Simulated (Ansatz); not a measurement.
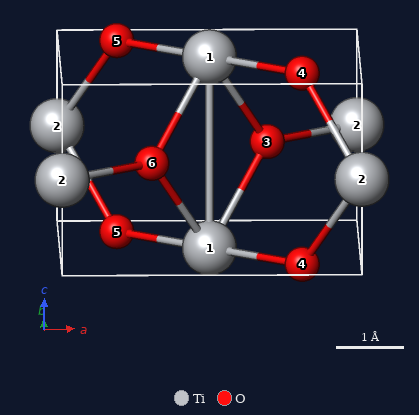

Figure 1. The starting structure (ball-and-stick view of the cell of the calculation, seen at an oblique angle; atoms are numbered from 1 in the order of the input). An atom can appear more than once, as a periodic image. Near neighbours in the periodic cell (some may lie outside the picture): Ti has 6 O at 1.92 to 1.94 Å and 2 Ti at 2.92 Å; O has 3 Ti at 1.92 to 1.94 Å.

# Geometry relaxation of TiO$_{2}$

The run: geometry relaxation of TiO$_{2}$ (P4₂/mnm, 6 atoms in the cell). Method and program: DFT PBE+U, scalar-relativistic, plane waves, PAW, Ueff = 4 eV on Ti d, no spin polarisation (Ansatz 0.2.0).

The structure derives from a Materials Project entry. It belongs to a series of runs on one base structure; here: equal strain along all axes, cell held, atoms relaxed: -3.0 %. Figures and captions count atoms from 1; the log counts them from 0 in places.

**Input file**
```yaml
crystal:
  lattice:
    - [4.5011395094, 0.0, 0.0]
    - [0.0, 4.5011395094, 0.0]
    - [0.0, 0.0, 2.9159293191]
  atoms:
    - { symbol: Ti, position: [0.5, 0.5, 0.0] }
    - { symbol: Ti, position: [0.0, 0.0, 0.5] }
    - { symbol: O, position: [0.6958653682, 0.6958653682, 0.5] }
    - { symbol: O, position: [0.8041346318, 0.1958653682, 0.0] }
    - { symbol: O, position: [0.1958653682, 0.8041346318, 0.0] }
    - { symbol: O, position: [0.3041346318, 0.3041346318, 0.5] }
basis:
  ecutwfc: 420
kpoints:
  mp_grid: { grid: [6, 6, 10] }
hamiltonian:
  xc: pbe
  hubbard: { sites: [{ species: Ti, l: d, u_eff: 4.0 }] }
scf:
  occupations: { method: gaussian, width: 0.02 }
output:
  forces: true
  stress: true
  eigenvalues: true
  write_density: true
  write_potential: true
  elf: true
  volumetric_format: npy
relax:
  adjacent_minimum: "off"
  f_tol: 0.008
  max_steps: 40
```

Run on 1 thread of Arm Neoverse V2, 24 GiB of memory available, shared host.

Launch command:
```bash
ansatz run input.yaml --threads 1 --pin off --max-ram 2560MiB --backend cpu --events-out ev --progress --plain --runs-dir out
```

**Log**
```
Warning: output.stress: scf.convergence.dr2_threshold = 6.4e-8 eV (the default of a walk held to its f_tol) is looser than the 6e-10 eV advised for a printed stress (1e-10 eV for each atom of the cell: 6). What an SCF threshold leaves in a stress goes as its square root, and in the free energy as the threshold itself, and one threshold admits the most on a small cell: of the crystals measured, under no hybrid functional and no lock of the moments, on runs that ended without the residual-converged pass, on stresses that held no estimate of that error, the worst erred by over 100 MPa in a component at 1e-7 eV an atom and by under 5 at 1e-10. Every solve of this run answers to scf.convergence.dr2_threshold, and the tensor of one is reported: a single SCF on the reported geometry and on this run's grids (its basis.xc_grid and basis.ecutrho_ratio typed), with scf.convergence.dr2_threshold at 6e-10 eV or tighter, prints it and tightens no other solve. Else set scf.convergence.dr2_threshold to 6e-10 eV or tighter. The threshold is an SCF's pass mark: one that does not reach it within its budget of iterations ends unconverged, or closes short of it on a stop that the run arms, and scf.convergence.dr2_threshold's page says what that costs each kind of run
Ti: projections on atomic orbitals take those of the free atom [Ne] 3s2 3p6 3d2 4s2, of charge +0.00 (hamiltonian.pseudopotentials.projection_atoms); the dataset's partial waves leave at most 4.1e-7 of an orbital's norm unspanned inside its sphere
O: projections on atomic orbitals take those of the free atom [He] 2s2 2p4, of charge +0.00 (hamiltonian.pseudopotentials.projection_atoms); the dataset's partial waves leave at most 1.9e-8 of an orbital's norm unspanned inside its sphere
Engine: ansatz 0.2.0, aarch64-unknown-linux-gnu
Pseudopotentials: kind: paw
Pseudopotential: Ti, paw, valence charge 12, recommended cutoff 420 eV (normal), Ti.paw.azcp
Pseudopotential: O, paw, valence charge 6, recommended cutoff 420 eV (normal), O.paw.azcp
Functional definition: PBE
  parameter kappa = 0.804
  parameter beta = 0.06672455060314922
  exchange = pbe_x(kappa = kappa, mu = beta*pi^2/3)
  correlation = pbe_c(beta = beta)
Crystal: 6 atoms, lattice volume = 59.077 Å³
Basis set: ecut = 420 eV, 1161 PW (Γ), exchange–correlation on 64×64×40 points (8 copies of the dense FFT grid, shifted against one another)
Bands: 30, of which v1, the nominal top of the filled ones, is band 24 counted from 1 (23 counted from 0)
Symmetry: 16 space group operations
Space group: P42/mnm (ITA 136), of the structure as read, at distance tolerance 3.9e-5 Å
k-points: 60 of 360
Non-local potential: Ti, projectors of the file, l = 0: 3, l = 1: 2, l = 2: 3, l = 3: 1
Non-local potential: O, projectors of the file, l = 0: 2, l = 1: 2, l = 2: 1
PAW form: soft (Blöchl's): semilocal exchange-correlation on the pseudo side does not see the compensation charge
PAW one-centre angular grid: Ti, 590 points (default); XC on 64 Gauss nodes
PAW one-centre angular grid: O, 110 points (default); XC on 64 Gauss nodes
Initial density: superposition of atomic densities (chi_scale 0.1, normalization cell, long waves of neutral atoms under a Hubbard term (reshape's long-wave potential 0.00 eV rms, cloud 2.26 Å wide))
Initial wavefunctions: pseudopotential atomic-orbital guess
Functional: x = pbe(κ = 0.804, μ = 0.2195149727645171), c = pbe(β = 0.06672455060314922)
SCF iter   1: F=—  HF=-7271.295588 eV  |F-HF|=—  |Δ(HF+E_count)|=         —  Δρ=1.06e-1  dr2=6.56e0  ethr=3.10e-3  ⟨swp⟩=5.6  Hψ=7287  notcnv=0
preconditioner: auto → Resta (q_TF=auto, 2.635 Å⁻¹)  ε∞=7.2  [insulator: Δε(μ)=3.420 eV  Ē_g=10.969 eV  σ=0.020 eV  W_gap=1.00  n_scr=18 (ndim 8)  ℏωp=27.3 eV  f_vac=0.000  D(μ)=0.00/eV (n_scr^D=0)  ε∞_Penn≈7.2]
SCF iter   2: F=—  HF=-7270.337938 eV  |F-HF|=—  |Δ(HF+E_count)|=   9.58e-1  Δρ=5.24e-2  dr2=9.60e-1  ethr=3.10e-3  ⟨swp⟩=2.7  Hψ=3588  notcnv=0  defer=92
SCF iter   3: F=—  HF=-7270.306523 eV  |F-HF|=—  |Δ(HF+E_count)|=   3.14e-2  Δρ=2.56e-2  dr2=2.86e-1  ethr=2.00e-3  ⟨swp⟩=2.0  Hψ=2674  notcnv=0  defer=92
SCF iter   4: F=—  HF=-7270.356911 eV  |F-HF|=—  |Δ(HF+E_count)|=   5.04e-2  Δρ=7.67e-3  dr2=3.58e-2  ethr=5.96e-4  ⟨swp⟩=2.0  Hψ=2618  notcnv=0  defer=92
SCF iter   5: F=—  HF=-7270.361687 eV  |F-HF|=—  |Δ(HF+E_count)|=   4.78e-3  Δρ=1.64e-3  dr2=2.51e-3  ethr=7.47e-5  ⟨swp⟩=2.4  Hψ=2991  notcnv=0  defer=92
SCF iter   6: F=—  HF=-7270.363002 eV  |F-HF|=—  |Δ(HF+E_count)|=   1.31e-3  Δρ=3.96e-4  dr2=9.03e-5  ethr=5.22e-6  ⟨swp⟩=2.0  Hψ=2974  notcnv=0  defer=92
SCF iter   7: F=—  HF=-7270.363042 eV  |F-HF|=—  |Δ(HF+E_count)|=   4.00e-5  Δρ=8.66e-5  dr2=4.63e-6  ethr=1.88e-7  ⟨swp⟩=2.2  Hψ=2647  notcnv=0  defer=92
SCF iter   8: F=-7270.363046 eV  HF=-7270.363046 eV  |F-HF|=7.40e-7  |Δ(HF+E_count)|=   4.62e-6  Δρ=4.34e-5  dr2=1.11e-6  ethr=3.33e-9  ⟨swp⟩=14.2  Hψ=13923  notcnv=0
SCF 1 converged in 8 iterations: F = -7270.363046 eV  dr2 = 1.11e-6
  greatest PAW one-centre occupation: 0.999 electrons in one spin orbital (limit 2), on the Ti atom at site 1 (counted from 0), in its partial waves of l = 0
relax step   1: F+E_penalty+E_count = -7270.36304554 eV  Δ(F+E_penalty+E_count) = +0.000e0 eV  max|allowed force component| = 1.526e-1 eV/Å  Δτ_max = 0.0000 Å  (8 SCF iters, dr2 threshold 1.60e-6 eV, accepted)
Initial density: handed on by an earlier stage of this run
Initial wavefunctions: those handed on with the density
iter 1 solved again at ethr=5.13e-7 eV; its pass at ethr=3.10e-3 eV (dr2=2.46e-4 eV) is discarded
SCF iter   1: F=—  HF=-7270.365639 eV  |F-HF|=—  |Δ(HF+E_count)|=         —  Δρ=6.67e-4  dr2=2.49e-4  ethr=5.13e-7  ⟨swp⟩=1.8  Hψ=5150  notcnv=0  defer=92
preconditioner: auto → Resta (q_TF=auto, 2.635 Å⁻¹)  ε∞=8.2  [insulator: Δε(μ)=2.442 eV  Ē_g=10.178 eV  σ=0.020 eV  W_gap=1.00  n_scr=18 (ndim 8)  ℏωp=27.3 eV  f_vac=0.008  D(μ)=0.00/eV (n_scr^D=0)  ε∞_Penn≈8.2]
SCF iter   2: F=—  HF=-7270.365581 eV  |F-HF|=—  |Δ(HF+E_count)|=   5.74e-5  Δρ=3.72e-4  dr2=8.66e-5  ethr=5.13e-7  ⟨swp⟩=1.0  Hψ=1708  notcnv=0  defer=92
SCF iter   3: F=-7270.365553 eV  HF=-7270.365553 eV  |F-HF|=6.66e-8  |Δ(HF+E_count)|=   2.85e-5  Δρ=5.75e-5  dr2=1.18e-6  ethr=3.03e-9  ⟨swp⟩=10.4  Hψ=13779  notcnv=0
SCF 2 converged in 3 iterations: F = -7270.365553 eV  dr2 = 1.18e-6
relax step   2: F+E_penalty+E_count = -7270.36555298 eV  Δ(F+E_penalty+E_count) = -2.507e-3 eV  max|allowed force component| = 8.159e-2 eV/Å  Δτ_max = 0.0038 Å  (3 SCF iters, dr2 threshold 1.46e-6 eV, accepted)
SCF iter   1: F=—  HF=-7270.366673 eV  |F-HF|=—  |Δ(HF+E_count)|=         —  Δρ=7.67e-4  dr2=3.52e-4  ethr=6.86e-6  ⟨swp⟩=2.0  Hψ=3843  notcnv=0  defer=92
preconditioner: auto → Resta (q_TF=auto, 2.635 Å⁻¹)  ε∞=8.2  [insulator: Δε(μ)=2.417 eV  Ē_g=10.172 eV  σ=0.020 eV  W_gap=1.00  n_scr=18 (ndim 8)  ℏωp=27.3 eV  f_vac=0.008  D(μ)=0.00/eV (n_scr^D=0)  ε∞_Penn≈8.2]
SCF iter   2: F=—  HF=-7270.366594 eV  |F-HF|=—  |Δ(HF+E_count)|=   7.92e-5  Δρ=4.40e-4  dr2=1.27e-4  ethr=7.33e-7  ⟨swp⟩=1.0  Hψ=2280  notcnv=0  defer=92
SCF iter   3: F=—  HF=-7270.366554 eV  |F-HF|=—  |Δ(HF+E_count)|=   4.00e-5  Δρ=1.14e-4  dr2=6.04e-6  ethr=2.64e-7  ⟨swp⟩=2.0  Hψ=2668  notcnv=0  defer=92
SCF iter   4: F=—  HF=-7270.366553 eV  |F-HF|=—  |Δ(HF+E_count)|=   3.47e-7  Δρ=6.15e-5  dr2=1.85e-6  ethr=1.26e-8  ⟨swp⟩=2.0  Hψ=2666  notcnv=0  defer=92
SCF iter   5: F=-7270.366553 eV  HF=-7270.366553 eV  |F-HF|=5.99e-8  |Δ(HF+E_count)|=   1.05e-7  Δρ=2.19e-5  dr2=2.60e-7  ethr=8.67e-10  ⟨swp⟩=9.9  Hψ=12074  notcnv=0
SCF 3 converged in 5 iterations: F = -7270.366553 eV  dr2 = 2.60e-7
  greatest PAW one-centre occupation: 0.999 electrons in one spin orbital (limit 2), on the Ti atom at site 0 (counted from 0), in its partial waves of l = 0
relax step   3: F+E_penalty+E_count = -7270.36655318 eV  Δ(F+E_penalty+E_count) = -1.000e-3 eV  max|allowed force component| = 1.154e-4 eV/Å  Δτ_max = 0.0044 Å  (5 SCF iters, dr2 threshold 4.16e-7 eV, accepted)
iter 1 solved again at ethr=5.41e-10 eV; its pass at ethr=3.10e-3 eV (dr2=2.60e-7 eV) is discarded
SCF iter   1: F=—  HF=-7270.366553 eV  |F-HF|=—  |Δ(HF+E_count)|=         —  Δρ=2.19e-5  dr2=2.60e-7  ethr=5.41e-10  ⟨swp⟩=1.0  Hψ=5040  notcnv=0
preconditioner: auto → Resta (q_TF=auto, 2.635 Å⁻¹)  ε∞=8.2  [insulator: Δε(μ)=2.414 eV  Ē_g=10.170 eV  σ=0.020 eV  W_gap=1.00  n_scr=18 (ndim 8)  ℏωp=27.3 eV  f_vac=0.008  D(μ)=0.00/eV (n_scr^D=0)  ε∞_Penn≈8.2]
SCF iter   2: F=—  HF=-7270.366553 eV  |F-HF|=—  |Δ(HF+E_count)|=  3.90e-10  Δρ=1.20e-5  dr2=9.32e-8  ethr=5.41e-10  ⟨swp⟩=2.3  Hψ=2652  notcnv=0
SCF iter   3: F=-7270.366553 eV  HF=-7270.366553 eV  |F-HF|=6.48e-9  |Δ(HF+E_count)|=   1.15e-8  Δρ=7.18e-6  dr2=3.99e-8  ethr=1.33e-10  ⟨swp⟩=7.9  Hψ=9856  notcnv=0
SCF 4 converged in 3 iterations: F = -7270.366553 eV  dr2 = 3.99e-8
relax step   4: F+E_penalty+E_count = -7270.36655326 eV  Δ(F+E_penalty+E_count) = -7.830e-8 eV  max|allowed force component| = 6.748e-5 eV/Å  Δτ_max = 0.0000 Å  (3 SCF iters, accepted)
```

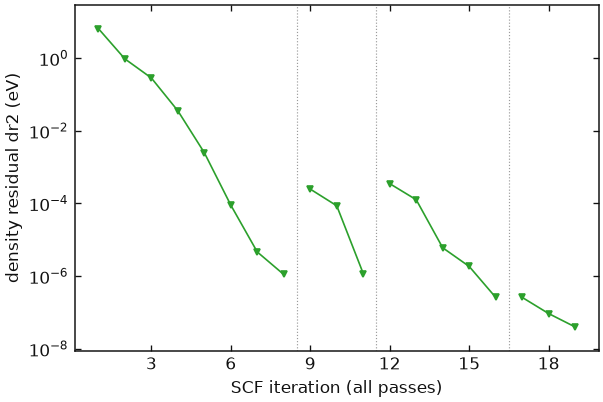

Figure 2. Convergence of the self-consistent field: density residual dr2 against the SCF iteration. The dotted lines part the SCF passes of the relaxation: geometry steps, rejected trials and re-solves on a re-selected basis. The passes take 8, 3, 5 and 3 iterations.

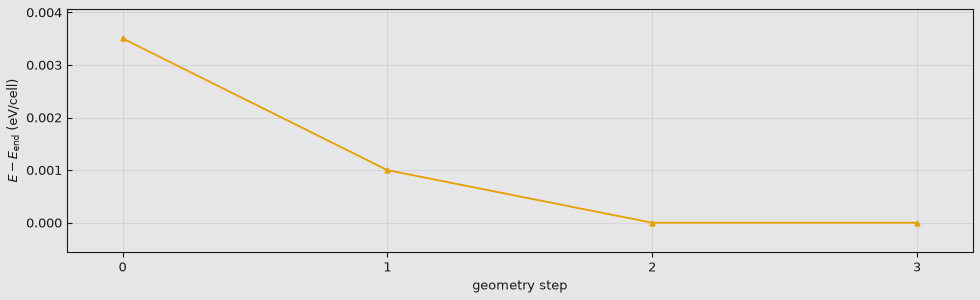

Figure 3. Progress of the relaxation, step by step (the first geometry is step 0 here and step 1 in the log). The largest moves, 0.008 Å, are those of O3, O4, O5 and O6. Ti stays in place. The cell stays as it was. Distances before and after: Ti1–O4 1.936 → 1.928 Å, Ti1–O3 1.918 → 1.924 Å. The space group stays P4_2/mnm (No. 136). The energy falls by 3.5 meV per cell of the calculation in 3 geometry steps. The largest force component goes from 0.15 to under 0.0001 eV/Å. (Atoms are counted from 1 in the order of the input.)

```
SCF converged after 3 iterations
Free energy (F): -7270.366553 eV
Harris-Foulkes:  -7270.366553 eV  (|F-HF|=6.48e-9)
Internal energy: -7270.366553 eV  (E = F + TS)
E sigma→0 (E₀):  -7270.366553 eV
Fermi energy:    11.578926 eV
--- Per-component energies (eV) ---
  E_band       = -352.996980
  E_kinetic    = 1256.881137
  E_local      = -2978.348523  (includes V_loc(G=0)·N_el)
  E_nonlocal   = 194.344875
  E_hartree    = 1136.540758
  E_xc         = -495.726879
  E_vxc        = -628.056792  (∫ρ·V_xc dr)
  E_hubbard    = 6.440891  (on-site DFT+U / exact-exchange correction)
  E_vhub       = 4.417221  (the Hubbard potential's part of the band-sum identity)
  E_paw        = -2722.129647  (= ΣΔE_a)
  E_vpaw       = -475.330734  (= ΣTr[D̂ρ^β])
  E_aug_tail   = 0.010366  (compensation charges beyond the density's cutoff)
  E_ewald      = -3668.379531
  E_smearing   = -0.000000  (= −TS)
  E_closure    = 0.000000  (closes the sum)
  Σ components = -7270.366553   (vs F -7270.366553, Δ=0.00e0)
--- Forces (eV/Å), atoms counted from 1 ---
  atom   1  Ti    -0.00000000    -0.00000000    -0.00000000
  atom   2  Ti     0.00000000    -0.00000000    -0.00000000
  atom   3  O      0.00006748     0.00006748     0.00000000
  atom   4  O     -0.00006748     0.00006748    -0.00000000
  atom   5  O      0.00006748    -0.00006748     0.00000000
  atom   6  O     -0.00006748    -0.00006748    -0.00000000
  max |Σ_I F_I| component: 1.84e-18 eV/Å
--- Stress (GPa, compression-positive) ---
       22.133413       0.000000       0.000000
        0.000000      22.133413       0.000000
        0.000000       0.000000      27.101262
  P = ⅓ Tr σ = 23.7894 GPa (237.894 kbar)
--- Band table (eV; the first three rows and the last of 60) ---
  k-point 0: bands = ["-47.4025", "-47.3779", "-23.7246", "-23.7246", "-23.5349", "-23.5349", "-23.4830", "-23.4402", "-8.2615", "-6.8489", "-6.1147", "-6.1147", "4.3279", "4.7262", "5.2407", "6.3007", "6.3007", "7.5697", "7.5697", "8.1238", "9.5338", "9.8194", "9.8194", "10.3719", "12.8228", "13.0207", "13.3318", "13.4114", "13.4114", "15.0299"]
  k-point 1: bands = ["-47.3978", "-47.3748", "-23.7118", "-23.7118", "-23.5327", "-23.5327", "-23.5301", "-23.4908", "-8.1478", "-6.7876", "-6.1601", "-6.1601", "4.4688", "4.8324", "5.3559", "6.1655", "6.1655", "7.8073", "7.8073", "7.8194", "9.1201", "9.6290", "9.6290", "10.2956", "13.0734", "13.1120", "13.2813", "13.5171", "13.5171", "15.1944"]
  k-point 2: bands = ["-47.3848", "-47.3664", "-23.6777", "-23.6777", "-23.6522", "-23.6223", "-23.5278", "-23.5278", "-7.8353", "-6.6385", "-6.2813", "-6.2813", "4.8534", "5.1078", "5.6962", "6.0118", "6.0118", "7.1267", "8.2340", "8.2340", "8.2368", "9.1218", "9.1218", "10.0165", "13.2121", "13.3035", "13.5682", "13.7964", "13.7964", "15.0536"]
  k-point 59: bands = ["-47.3423", "-47.3423", "-23.9604", "-23.9604", "-23.5720", "-23.5720", "-23.5362", "-23.5362", "-6.7097", "-6.7097", "-6.4700", "-6.4700", "5.3805", "5.3805", "5.4292", "5.4292", "6.5775", "6.5775", "7.4035", "7.4035", "8.9661", "8.9661", "9.6395", "9.6395", "13.5596", "13.5596", "13.9747", "13.9747", "14.2750", "14.2750"]
Occupation matrices written to [file]
--- Relaxed structure (4 steps of the walk, 4 accepted, 0 SCFs on fresh bases) ---
  F+E_penalty+E_count = -7270.36655326 eV   max|allowed force component| = 6.748e-5 eV/Å
  atoms:
    - { symbol: Ti, position: [0.49999999999999994, 0.49999999999999994, 3.6691416625408516e-35] }
    - { symbol: Ti, position: [-4.817456425073253e-20, 4.8174564250732546e-20, 0.5] }
    - { symbol: O, position: [0.6971446026280986, 0.6971446026280986, 0.5] }
    - { symbol: O, position: [0.8028553973719013, 0.19714460262809858, -1.2885332137741888e-35] }
    - { symbol: O, position: [0.19714460262809858, 0.8028553973719013, -1.9077386626292792e-35] }
    - { symbol: O, position: [0.3028553973719014, 0.3028553973719014, 0.5] }
```

**Trajectory as extended XYZ (Å, eV, eV/Å), 4 frames, from step=1 to step=4**
```
6
Lattice="4.5011 0.0000 0.0000 0.0000 4.5011 0.0000 0.0000 0.0000 2.9159" Properties=species:S:1:pos:R:3:forces:R:3 step=1 energy=-7270.36305
Ti    2.2506    2.2506    0.0000    0.0000   0.0000   0.0000
Ti    0.0000    0.0000    1.4580    0.0000   0.0000   0.0000
O     3.1322    3.1322    1.4580    0.1526   0.1526   0.0000
O     3.6195    0.8816    0.0000   -0.1526   0.1526   0.0000
O     0.8816    3.6195    0.0000    0.1526  -0.1526   0.0000
O     1.3690    1.3690    1.4580   -0.1526  -0.1526   0.0000
6
Lattice="4.5011 0.0000 0.0000 0.0000 4.5011 0.0000 0.0000 0.0000 2.9159" Properties=species:S:1:pos:R:3:forces:R:3 step=2 energy=-7270.36555
Ti    2.2506    2.2506    0.0000    0.0000   0.0000   0.0000
Ti    0.0000    0.0000    1.4580    0.0000   0.0000   0.0000
O     3.1349    3.1349    1.4580    0.0816   0.0816   0.0000
O     3.6168    0.8843    0.0000   -0.0816   0.0816   0.0000
O     0.8843    3.6168    0.0000    0.0816  -0.0816   0.0000
O     1.3663    1.3663    1.4580   -0.0816  -0.0816   0.0000
6
Lattice="4.5011 0.0000 0.0000 0.0000 4.5011 0.0000 0.0000 0.0000 2.9159" Properties=species:S:1:pos:R:3:forces:R:3 step=3 energy=-7270.36655
Ti    2.2506    2.2506    0.0000    0.0000   0.0000   0.0000
Ti    0.0000    0.0000    1.4580    0.0000   0.0000   0.0000
O     3.1379    3.1379    1.4580    0.0001   0.0001   0.0000
O     3.6138    0.8874    0.0000   -0.0001   0.0001   0.0000
O     0.8874    3.6138    0.0000    0.0001  -0.0001   0.0000
O     1.3632    1.3632    1.4580   -0.0001  -0.0001   0.0000
6
Lattice="4.5011 0.0000 0.0000 0.0000 4.5011 0.0000 0.0000 0.0000 2.9159" Properties=species:S:1:pos:R:3:forces:R:3 step=4 energy=-7270.36655
Ti    2.2506    2.2506    0.0000    0.0000   0.0000   0.0000
Ti    0.0000    0.0000    1.4580    0.0000   0.0000   0.0000
O     3.1379    3.1379    1.4580    0.0001   0.0001   0.0000
O     3.6138    0.8874    0.0000   -0.0001   0.0001   0.0000
O     0.8874    3.6138    0.0000    0.0001  -0.0001   0.0000
O     1.3632    1.3632    1.4580   -0.0001  -0.0001   0.0000
```

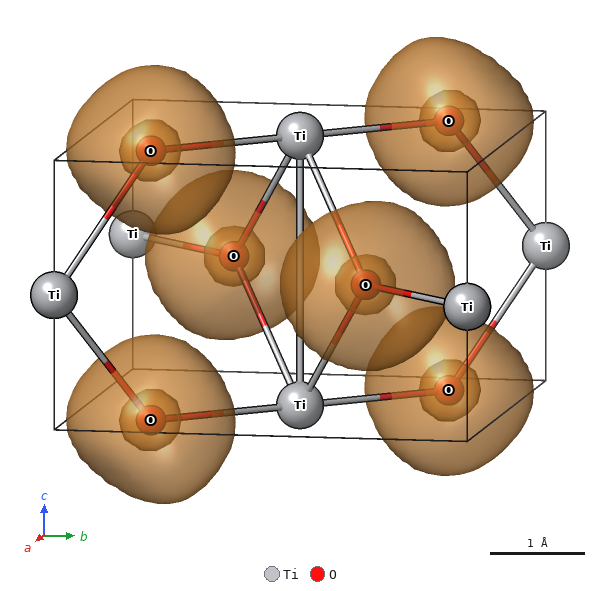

Figure 4. Isosurface of the electron localisation function at 0.65 (orange), seen slightly off an axis. Only the valence region is drawn (cores and ρ < 0.01 e/Å³ removed). Sticks mark near contacts. The outline is the cell set on symmetry axes. Along the contacts the grid gives the following. Ti–O (1.92 Å): the ELF is about 0.20 at the midpoint. Ti–Ti (2.92 Å): the ELF is about 0.10 at the midpoint. In a PAW calculation such maps are meaningful between the atoms, not at the nuclei.

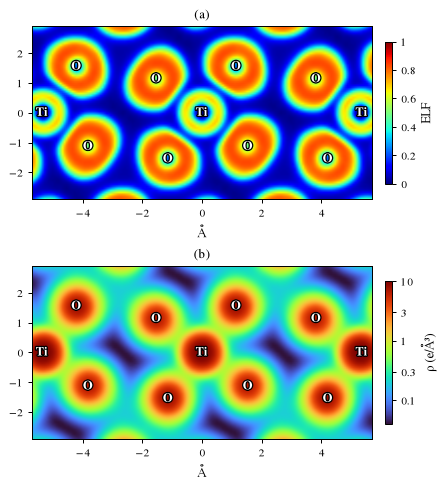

Figure 5. (a) ELF; (b) valence pseudo-density on the (111) plane of the conventional cell. Ti–O (1.92 Å): the density is about 0.78 e/Å³ at the midpoint; the ELF is about 0.20 at the midpoint. Away from the nuclei the density in this plane falls to 0.04 e/Å³ at its lowest. The strong features right at Ti lie inside the PAW spheres (semicore, d or f shells) and say nothing about bonding.

**Summary**

| quantity | value |
| --- | --- |
| outcome | converged |
| space group (tolerance 0.01 Å) | P4₂/mnm (136) |
| electrons treated | 48 |
| free energy | −7270.3666 eV |
| Fermi energy | 11.579 eV |
| gap on the k-point mesh | 2.41 eV |
| pressure | 23.79 GPa |
| final volume | 59.08 Å³ |
| largest force (length of the vector) at the end | under 0.001 eV/Å |
| final cell | a = 4.501 Å, b = 4.501 Å, c = 2.916 Å, α = 90.00°, β = 90.00°, γ = 90.00° |
| wall time | 27 s |
| peak memory | 0.45 GiB |

The program warns: the SCF threshold is looser than advised for the printed stress. The cell is under a pressure of 24 GPa at this level, so it is not at its equilibrium volume.
